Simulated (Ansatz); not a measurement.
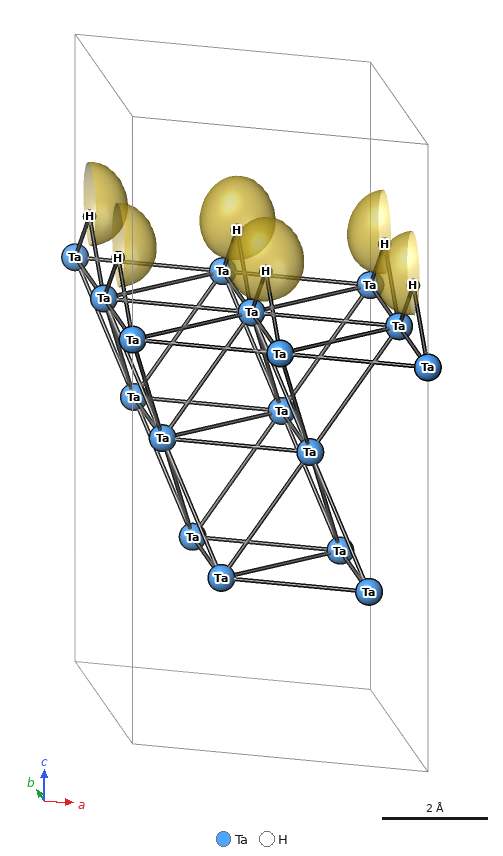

*Ta$_{3}$H (slab). Isosurface of the ELF at 0.85 (yellow), seen slightly off an axis. Only the valence region is drawn (cores and ρ < 0.01 e/Å³ removed). Sticks mark near contacts.*

A point of a scan over the structure, not its minimum; not relaxed (largest force 0.4 eV/Å); PAW files of the earlier set (soft_1).

The calculation used DFT PBE, scalar-relativistic, plane waves, PAW in Ansatz 0.2.0.

In a PAW calculation such maps are meaningful between the atoms, not at the nuclei.

> Where are the electrons localised?

The ELF exceeds this value in one region around a hydrogen nucleus, counted in one cell of 4 atoms. Counts are for one cell; the picture repeats the cell along the surface.

Values along the shortest contacts:
Ta–H (1.93 Å): the ELF climbs to about 1 towards the hydrogen. Ta–Ta (2.96 Å): the ELF is about 0.35 at the midpoint.

> Metal or insulator at this level of theory?

It is metallic or semimetallic at this level of theory: no gap opens.
